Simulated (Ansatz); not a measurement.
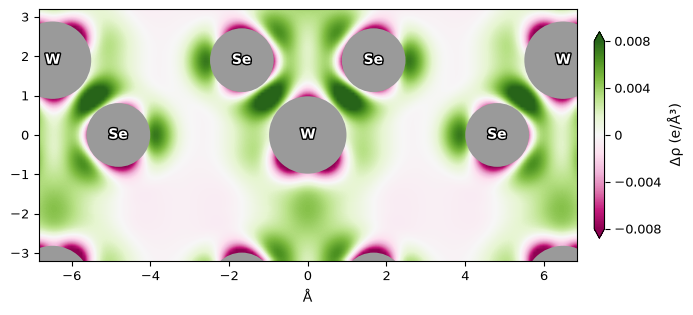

WSe$_{2}$: difference of two self-consistent densities at the same geometry, ρ(HSE06) − ρ(PBE), on the (110) plane of the conventional cell. Grey discs cover the cores, where the PAW densities can't be compared. Cores are masked to 1.0 Å (W) and 0.8 Å (Se).

Space group P6_3/mmc. Spin-orbit coupling, left out here, splits and shifts the levels of such heavy elements, by tenths of an eV up to several eV.

Both runs: Ansatz, scalar-relativistic, plane waves and PAW, same cutoff, k-points and PAW files (made with PBE).

Q: What differs between the two levels of theory?

A: Against PBE, and outside the masked cores, the largest gain, 0.011 e/Å³, lies 1.2 Å from a selenium nucleus and 1.4 Å from a tungsten one, and the largest loss lies at the edge of the masked cores of W and Se. Bader charges are W +1.08 and Se −0.54 e with PBE and W +1.16 and Se −0.58 e with HSE06. At this volume the pressure is 4 GPa with PBE and roughly −1 GPa with HSE06. The gap on the mesh is 1.07 eV with PBE and 1.55 eV with HSE06.

Run times: 3 min (HSE06) and 31 s (base cell), on 2 threads of Intel(R) Xeon(R) Platinum 8488C (Sapphire Rapids), on a shared host.
